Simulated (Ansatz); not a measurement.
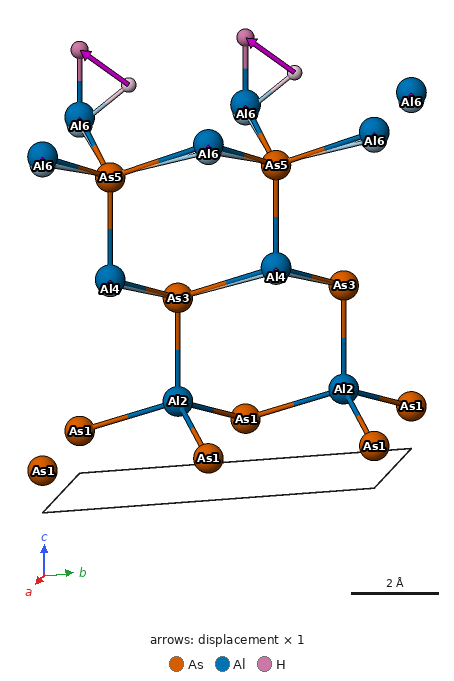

This is a constrained relaxation of a slab of composition Al3As3H (cut from the F-43m phase). The starting structure is drawn faded, the final one solid; purple arrows show the displacements, at their true length.

The picture is a ball-and-stick view of the 1 × 2 repeat of the cell, outlined in the plane, without the vacuum, seen slightly off an axis.

Case: H put at a bridge As-As site. The slab is the (1 1 1) face of AlAs with H on it. 3 atoms are held fixed.

The calculation used DFT PBEsol, scalar-relativistic, plane waves, PAW (Ansatz 0.2.0).

The input:
```yaml
crystal:
  lattice:
    - [4.012545656, 0.0, 0.0]
    - [-2.006272828, 3.474966472, 0.0]
    - [0.0, 0.0, 26.3715170702]
  atoms:
    - { symbol: As, position: [0.0, 0.0, 0.3223174448] }
    - { symbol: Al, position: [0.3333333333, 0.6666666667, 0.3533758573] }
    - { symbol: As, position: [0.3333333333, 0.6666666667, 0.4465510944] }
    - { symbol: Al, position: [0.6666666667, 0.3333333333, 0.4744244183] }
    - { symbol: As, position: [0.6666666667, 0.3333333333, 0.5721729261] }
    - { symbol: Al, position: [0.0, 0.0, 0.5976709993] }
    - { symbol: H, position: [0.1666666667, 0.3333333333, 0.6355906987], spin: 1.0 }
basis:
  ecutwfc: 420
kpoints:
  mp_grid: { grid: [9, 9, 1] }
hamiltonian:
  xc: pbesol
scf:
  occupations: { method: gaussian, width: 0.05 }
output:
  forces: true
  eigenvalues: true
  populations: true
  write_density: true
  write_potential: true
  elf: true
  volumetric_format: npy
magnetization:
  spin_polarized: true
relax:
  adjacent_minimum: "off"
  f_tol: 0.03
  max_steps: 70
  constraints: [{ sites: [0, 1, 2] }]
efield:
  axis: 3
  dipole_correction: true
  ramp_width: 0.04
```

Launched with:
```bash
ansatz run input.yaml --threads 2 --pin off --max-ram 5120MiB --backend cpu --events-out ev --progress --plain --runs-dir out
```

Q: Which element moves most?

A: Hydrogen: up to 1.39 Å, against 0.18 Å for aluminium.

Q: Describe the change and its energy.

A: Over 9 accepted moves (10 points after the start) the energy falls by 0.912 eV per cell of the calculation. The largest force component goes from 1.8 to 0.0046 eV/Å. 1 step only repeated the SCF at the same geometry. The atom that moves furthest is H7 (1.39 Å at 56° to the normal (+c side)). By element the largest moves are H 1.39 Å, Al 0.18 Å, As 0.05 Å. The cell stays as it was. Some distances before and after: Al4–As5 2.578 → 2.425 Å, As5–Al6 2.412 → 2.486 Å, Al6–H7 1.530 → 1.593 Å, As3–Al4 2.430 → 2.464 Å. Among the angles between lasting bonds that change: As5–Al6–H7 155.4° → 111.2°, As5–Al6–H7 79.6° → 111.3°, Al4–As5–Al6 106.2° → 111.3°. Cost: 7.5 min on 2 threads of Intel(R) Xeon(R) Platinum 8259CL CPU @ 2.50GHz (Skylake/Cascade Lake) (shared host), peak memory 1.1 GiB.

Limits of the set-up: the periodic images lie only 4.0 Å apart, so the values are limited by the cell's size.
